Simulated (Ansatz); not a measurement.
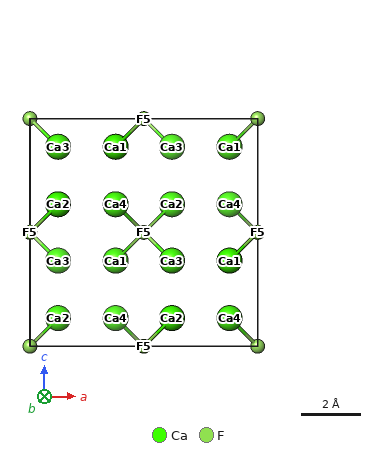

Starting structure of solid Ca4F (a generated structure, set up in F-43m) (coarse preliminary run). A ball-and-stick model of the conventional cell (4 times the calculation's cell), seen along the b axis. Lengths and directions refer to the drawn axes.

Method: DFT PBE, scalar-relativistic, plane waves, PAW in Ansatz 0.2.0.

The input:
```yaml
crystal:
  lattice:
    - [0.0, 3.86170202, 3.86170202]
    - [3.86170202, 0.0, 3.86170202]
    - [3.86170202, 3.86170202, 0.0]
  atoms:
    - { symbol: Ca, position: [0.3763068, 0.3763068, 0.3763068] }
    - { symbol: Ca, position: [0.3763068, 0.3763068, 0.87107959] }
    - { symbol: Ca, position: [0.3763068, 0.87107959, 0.3763068] }
    - { symbol: Ca, position: [0.87107959, 0.3763068, 0.3763068] }
    - { symbol: F, position: [0.5, 0.5, 0.5] }
basis:
  ecutwfc: 420
kpoints:
  mp_grid: { grid: [4, 4, 4] }
hamiltonian:
  xc: pbe
scf:
  occupations: { method: gaussian, width: 0.1 }
  lower_state_search: "off"
output:
  forces: true
  stress: true
  eigenvalues: true
relax:
  adjacent_minimum: "off"
  f_tol: 0.04
  max_steps: 70
  cell: { stress_tol: 0.4 }
```

Launched with:
```bash
ansatz run input.yaml --threads 1 --pin off --max-ram 2048MiB --backend cpu --events-out ev --progress --plain --runs-dir out
```

Where does the relaxation end?

After 12 accepted moves (15 points after the start) the energy has fallen by 3865 meV per atom. The largest force component goes from 8.8 to 0.0017 eV/Å. The pressure goes from 61.39 to 0.14 GPa. The SCF was repeated 3 times at an unchanged geometry on a basis and grid sized afresh for the cell, which shifted the energy by 310 meV per atom at most. The largest moves relative to the cell, 0.077 Å, are those of Ca1, Ca2, Ca3 and Ca4. Ca4 goes along [−1 −1 1]. F stays in place. The drawn cell changes as follows: a = b = c 7.723 → 10.721 Å (+38.8 %); the volume changes by +167.4 %. Among the contacts that change: Ca1–Ca2 2.702 → 3.876 Å, Ca1–Ca2 (another image) 2.759 → 3.705 Å, Ca1–F5 1.655 → 2.373 Å. The space group stays F-43m (No. 216). Cost: 75 s on 1 thread of Intel(R) Xeon(R) Platinum 8488C (Sapphire Rapids) (shared host), peak memory 0.55 GiB.

History of the run:

```json
{"step": "0", "E − E(0), meV/atom": "0.00", "largest force component, eV/Å": "8.8218", "pressure, GPa": "61.39", "volume, Å³/atom": "23.035", "note": ""}
{"step": "1", "E − E(0), meV/atom": "-1723.42", "largest force component, eV/Å": "2.5354", "pressure, GPa": "33.09", "volume, Å³/atom": "26.563", "note": ""}
{"step": "2", "E − E(0), meV/atom": "-2422.38", "largest force component, eV/Å": "0.7424", "pressure, GPa": "22.94", "volume, Å³/atom": "30.400", "note": ""}
{"step": "3", "E − E(0), meV/atom": "-2862.36", "largest force component, eV/Å": "1.2140", "pressure, GPa": "14.90", "volume, Å³/atom": "34.750", "note": ""}
{"step": "4", "E − E(0), meV/atom": "-3161.85", "largest force component, eV/Å": "0.6384", "pressure, GPa": "6.09", "volume, Å³/atom": "39.371", "note": ""}
{"step": "5", "E − E(0), meV/atom": "-3240.88", "largest force component, eV/Å": "0.2148", "pressure, GPa": "0.16", "volume, Å³/atom": "43.187", "note": ""}
{"step": "6", "E − E(0), meV/atom": "-3243.24", "largest force component, eV/Å": "0.0675", "pressure, GPa": "0.00", "volume, Å³/atom": "43.224", "note": ""}
{"step": "7", "E − E(0), meV/atom": "-3243.51", "largest force component, eV/Å": "0.0002", "pressure, GPa": "0.00", "volume, Å³/atom": "43.194", "note": ""}
{"step": "8", "E − E(0), meV/atom": "-3553.85", "largest force component, eV/Å": "0.0041", "pressure, GPa": "6.88", "volume, Å³/atom": "43.194", "note": "same geometry, new basis"}
{"step": "9", "E − E(0), meV/atom": "-3723.85", "largest force component, eV/Å": "0.0060", "pressure, GPa": "3.79", "volume, Å³/atom": "48.493", "note": ""}
{"step": "10", "E − E(0), meV/atom": "-3808.87", "largest force component, eV/Å": "0.1756", "pressure, GPa": "1.47", "volume, Å³/atom": "54.393", "note": ""}
{"step": "11", "E − E(0), meV/atom": "-3826.80", "largest force component, eV/Å": "0.0749", "pressure, GPa": "0.20", "volume, Å³/atom": "58.236", "note": ""}
{"step": "12", "E − E(0), meV/atom": "-3827.44", "largest force component, eV/Å": "0.0050", "pressure, GPa": "-0.01", "volume, Å³/atom": "58.797", "note": ""}
{"step": "13", "E − E(0), meV/atom": "-3858.47", "largest force component, eV/Å": "0.0076", "pressure, GPa": "0.65", "volume, Å³/atom": "58.797", "note": "same geometry, new basis"}
{"step": "14", "E − E(0), meV/atom": "-3864.21", "largest force component, eV/Å": "0.0016", "pressure, GPa": "0.13", "volume, Å³/atom": "61.606", "note": ""}
{"step": "15", "E − E(0), meV/atom": "-3865.22", "largest force component, eV/Å": "0.0017", "pressure, GPa": "0.14", "volume, Å³/atom": "61.606", "note": "same geometry, new basis"}
```

The structure at the end:

```
CELL_PARAMETERS angstrom
0.00000 5.36029 5.36029
5.36029 0.00000 5.36029
5.36029 5.36029 0.00000
ATOMIC_POSITIONS crystal
Ca 0.37218 0.37218 0.37218
Ca 0.37218 0.37218 0.88347
Ca 0.37218 0.88347 0.37218
Ca 0.88347 0.37218 0.37218
F 0.50000 0.50000 0.50000
```

The end point in the same view:

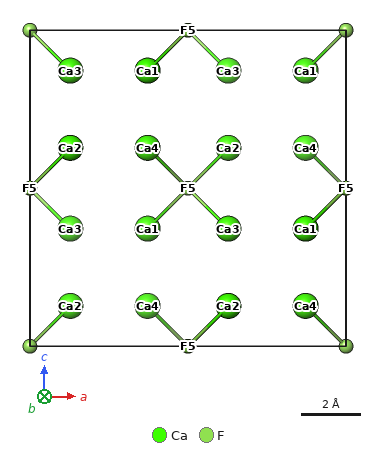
